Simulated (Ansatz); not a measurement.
Structure (in its standard cell), the input geometry of an electronic-structure calculation (not necessarily at equilibrium); the starting structure was generated, so it need not be a known form of this composition:

```
Tb
1.0
     4.03681    0.00000    0.00000
     0.00000    4.03681    0.00000
     0.00000    0.00000    4.03681
Tb
2
Direct
  0.00000 0.00000 0.00000
  0.50000 0.50000 0.50000
```

Q: What does the kinematic electron diffraction pattern along [111] look like at 200 kV (B = 0.5 Å²)?

A: The spots form a hexagonal net with both shortest vectors at d = 2.85 Å, 60.0° apart. They are -1 1 0 and -1 0 1. The pattern has symmetry 6mm. No reflection of this zone is absent.

Strongest reflections with d > 0.88 Å, one of each family (|F|² from tabulated Gaussian fits of the electron scattering factors, times a small damping for the curvature of the Ewald sphere):

```json
{"hkl": "1 0 -1", "d (Å)": "2.854", "I (strongest = 100)": "100"}
{"hkl": "2 -1 -1", "d (Å)": "1.648", "I (strongest = 100)": "39"}
{"hkl": "2 0 -2", "d (Å)": "1.427", "I (strongest = 100)": "29"}
{"hkl": "3 -1 -2", "d (Å)": "1.079", "I (strongest = 100)": "14"}
{"hkl": "3 0 -3", "d (Å)": "0.951", "I (strongest = 100)": "10"}
```

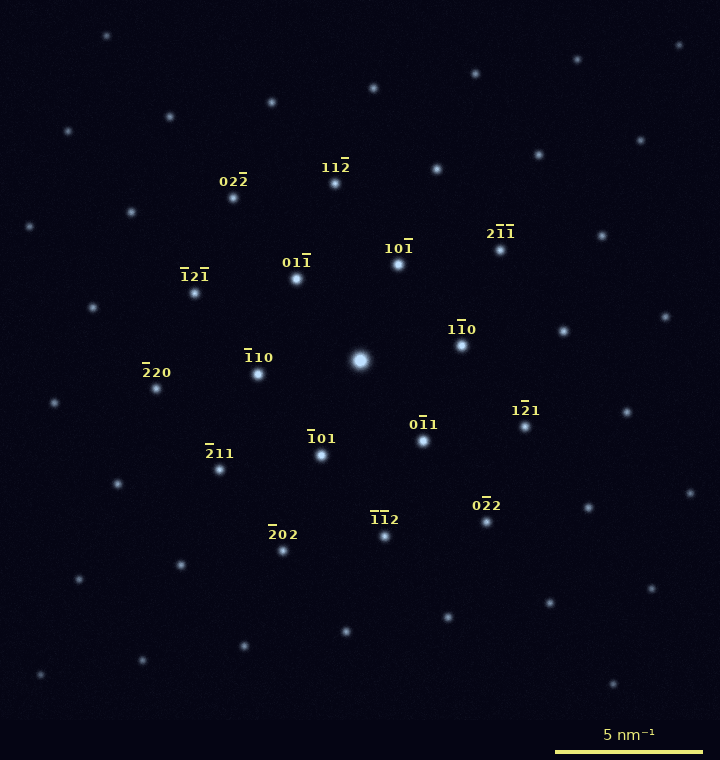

Calculated pattern, seen from the source side with [111] pointing towards the source.
